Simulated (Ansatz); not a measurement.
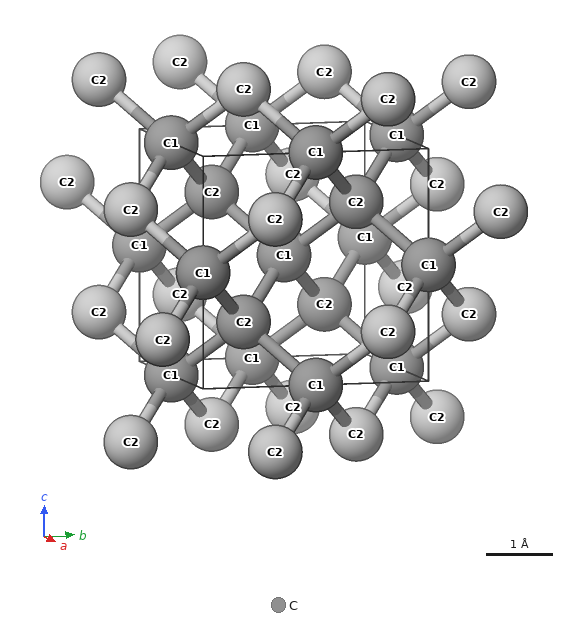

**Figure 1.** The structure (ball-and-stick view of the cell 4 times as large as that of the calculation, set on its symmetry axes, seen slightly off an axis; neighbours outside the cell are drawn fainter; atoms are numbered from 1 in the order of the input). An atom can appear more than once, as a periodic image. Near neighbours in the periodic cell (some may lie outside the picture): C has 4 C at 1.54 Å.

# C: single-point calculation

System: C (Fd-3m, 2 atoms in the cell).
Method: DFT PBE+D3(BJ), scalar-relativistic, plane waves, PAW, no spin polarisation (Ansatz 0.2.0).

The structure derives from an entry of the Crystallography Open Database. Figures and captions count atoms from 1; the log counts them from 0 in places.

Log:
```
Engine: ansatz 0.2.0, x86_64-unknown-linux-gnu
Pseudopotentials: kind: paw
Pseudopotential: C, paw, valence charge 4, recommended cutoff 420 eV (normal), C.paw.azcp
Functional definition: PBE
  parameter kappa = 0.804
  parameter beta = 0.06672455060314922
  exchange = pbe_x(kappa = kappa, mu = beta*pi^2/3)
  correlation = pbe_c(beta = beta)
Crystal: 2 atoms, lattice volume = 11.344 Å³
Basis set: ecut = 420 eV, 229 PW (Γ), exchange–correlation on 36×36×36 points (8 copies of the dense FFT grid, shifted against one another)
Bands: 8, of which v1, the nominal top of the filled ones, is band 4 counted from 1 (3 counted from 0)
Symmetry: 48 space group operations
Space group: Fd-3m (ITA 227), of the structure as read, at distance tolerance 2.2e-5 Å
k-points: 29 of 512
Non-local potential: C, projectors of the file, l = 0: 2, l = 1: 2, l = 2: 1
PAW form: soft (Blöchl's): semilocal exchange-correlation on the pseudo side does not see the compensation charge
PAW one-centre angular grid: C, 110 points (default); XC on 64 Gauss nodes
Initial density: superposition of atomic densities (neutral atoms: chi_scale 0, normalization atom), corrected by the library's trained network
Initial wavefunctions: pseudopotential atomic-orbital guess
Functional: x = pbe(κ = 0.804, μ = 0.2195149727645171), c = pbe(β = 0.06672455060314922)
SCF iter   1: F=—  HF=-501.997081 eV  |F-HF|=—  |Δ(HF+E_count)|=         —  Δρ=1.77e-3  dr2=9.56e-5  ethr=1.77e-3  ⟨swp⟩=4.5  Hψ=1490  notcnv=0
preconditioner: auto → none  [insulator: Δε(μ)=4.149 eV  Ē_g=19.632 eV  σ=0.100 eV  W_gap=1.00  n_scr=0 (ndim 8)  ℏωp=31.2 eV  f_vac=0.000  D(μ)=0.00/eV (n_scr^D=0)  ε∞_Penn≈3.5]
SCF iter   2: F=—  HF=-501.997213 eV  |F-HF|=—  |Δ(HF+E_count)|=   1.31e-4  Δρ=9.07e-4  dr2=2.60e-5  ethr=1.19e-6  ⟨swp⟩=2.1  Hψ=568  notcnv=0
SCF iter   3: F=—  HF=-501.997264 eV  |F-HF|=—  |Δ(HF+E_count)|=   5.14e-5  Δρ=1.37e-4  dr2=1.37e-6  ethr=3.25e-7  ⟨swp⟩=2.2  Hψ=344  notcnv=0
SCF iter   4: F=—  HF=-501.997264 eV  |F-HF|=—  |Δ(HF+E_count)|=   4.58e-7  Δρ=6.25e-5  dr2=2.42e-7  ethr=1.71e-8  ⟨swp⟩=1.2  Hψ=244  notcnv=0
iter 5 did not close the SCF: its close was put off for the readings that it lacked (scf_convergence_deferred on its scf_iter line)
SCF iter   5: F=-501.997263 eV  HF=-501.997263 eV  |F-HF|=3.92e-11  |Δ(HF+E_count)|=   2.11e-8  Δρ=4.38e-6  dr2=9.06e-10  ethr=3.03e-9  ⟨swp⟩=2.3  Hψ=344  notcnv=0
SCF iter   6: F=-501.997263 eV  HF=-501.997263 eV  |F-HF|=8.19e-12  |Δ(HF+E_count)|=  3.57e-11  Δρ=4.84e-7  dr2=7.72e-12  ethr=1.13e-11  ⟨swp⟩=1.3  Hψ=706  notcnv=0
SCF 1 converged in 6 iterations: F = -501.997263 eV  dr2 = 7.72e-12
  greatest PAW one-centre occupation: 0.644 electrons in one spin orbital (limit 2), on the C atom at site 1 (counted from 0), in its partial waves of l = 0
SCF converged after 6 iterations
Free energy (F): -501.997263 eV
Harris-Foulkes:  -501.997263 eV  (|F-HF|=8.19e-12)
Internal energy: -501.997263 eV  (E = F + TS)
E sigma→0 (E₀):  -501.997263 eV
Fermi energy:    15.385045 eV
--- Per-component energies (eV) ---
  E_band       = 34.705020
  E_kinetic    = 184.539932
  E_local      = -122.409891  (includes V_loc(G=0)·N_el)
  E_nonlocal   = 53.313488
  E_hartree    = 26.771787
  E_xc         = -97.430413
  E_vxc        = -120.955809  (∫ρ·V_xc dr)
  E_paw        = -198.444032  (= ΣΔE_a)
  E_vpaw       = -13.326279  (= ΣTr[D̂ρ^β])
  E_aug_tail   = 0.000018  (compensation charges beyond the density's cutoff)
  E_ewald      = -347.955510
  E_disp       = -0.382641  (pairwise vdW)
  E_smearing   = -0.000000  (= −TS)
  E_closure    = 0.000000  (closes the sum)
  Σ components = -501.997263   (vs F -501.997263, Δ=0.00e0)
--- Forces (eV/Å), atoms counted from 1 ---
  atom   1  C      0.00000000    -0.00000000    -0.00000000
  atom   2  C      0.00000000    -0.00000000    -0.00000000
  max |Σ_I F_I| component: 6.94e-17 eV/Å
--- Stress (GPa, compression-positive) ---
       -3.616394      -0.000000      -0.000000
       -0.000000      -3.616394       0.000000
       -0.000000       0.000000      -3.616394
  P = ⅓ Tr σ = -3.6164 GPa (-36.164 kbar)
--- Band table (eV; the first three rows and the last of 29) ---
  k-point 0: bands = ["-8.1626", "13.3159", "13.3159", "13.3159", "18.9096", "18.9096", "18.9096", "26.5928"]
  k-point 1: bands = ["-7.7306", "10.8992", "12.6627", "12.6627", "19.7675", "19.7675", "20.1927", "26.9648"]
  k-point 2: bands = ["-6.4479", "6.7226", "11.5660", "11.5660", "21.1093", "21.1093", "21.4538", "27.9154"]
  k-point 28: bands = ["1.3392", "1.3392", "4.9890", "4.9890", "23.9387", "23.9387", "25.6188", "25.6188"]
```

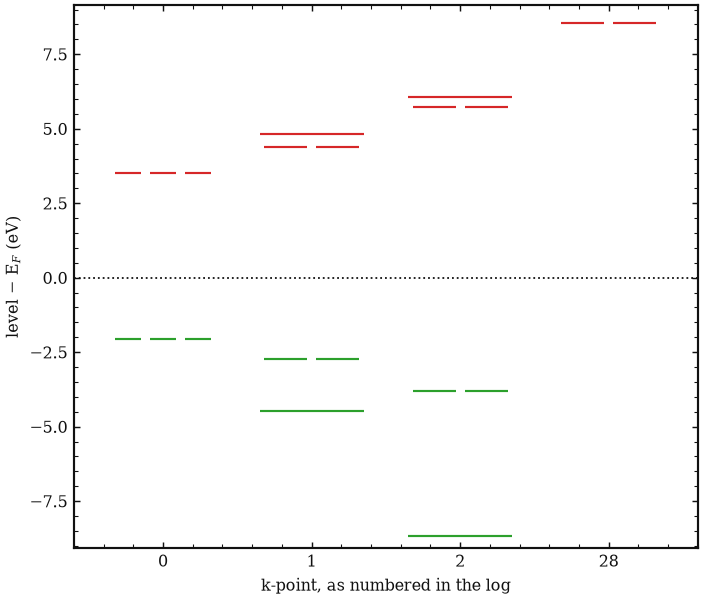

**Figure 2.** Kohn–Sham levels near the Fermi level (dotted) at the few k-points that the log prints; levels within 0.02 eV of each other stand side by side. Among these points the highest filled and lowest empty levels are 5.59 eV apart; the gap on the full mesh, 4.14 eV, has an edge at a point that isn't printed.

This output came from the following input.

Input file:
```yaml
crystal:
  lattice:
    - [0.0, 1.7834, 1.7834]
    - [1.7834, 0.0, 1.7834]
    - [1.7834, 1.7834, 0.0]
  atoms:
    - { symbol: C, position: [0.5, 0.5, 0.5] }
    - { symbol: C, position: [0.75, 0.75, 0.75] }
basis:
  ecutwfc: 420
kpoints:
  mp_grid: { grid: [8, 8, 8] }
hamiltonian:
  xc: pbe
  dispersion: d3bj
scf:
  occupations: { method: gaussian, width: 0.1 }
output:
  forces: true
  stress: true
  eigenvalues: true
```

Launch command:
```bash
ansatz run input.yaml --threads 4 --pin off --max-ram 10240MiB --backend cpu --events-out ev --progress --plain --runs-dir out
```

Summary:

```json
{"quantity": "outcome", "value": "converged"}
{"quantity": "space group (tolerance 0.01 Å)", "value": "Fd-3m (227)"}
{"quantity": "electrons treated", "value": "8"}
{"quantity": "free energy", "value": "−501.9973 eV"}
{"quantity": "Fermi energy", "value": "15.385 eV"}
{"quantity": "gap on the k-point mesh", "value": "4.14 eV"}
{"quantity": "pressure", "value": "−3.62 GPa"}
{"quantity": "largest force (length of the vector)", "value": "under 0.001 eV/Å"}
{"quantity": "hardware", "value": "4 threads of Intel Xeon (Sapphire Rapids), 32 GiB of memory available, shared host"}
{"quantity": "peak memory", "value": "0.3 GiB"}
```
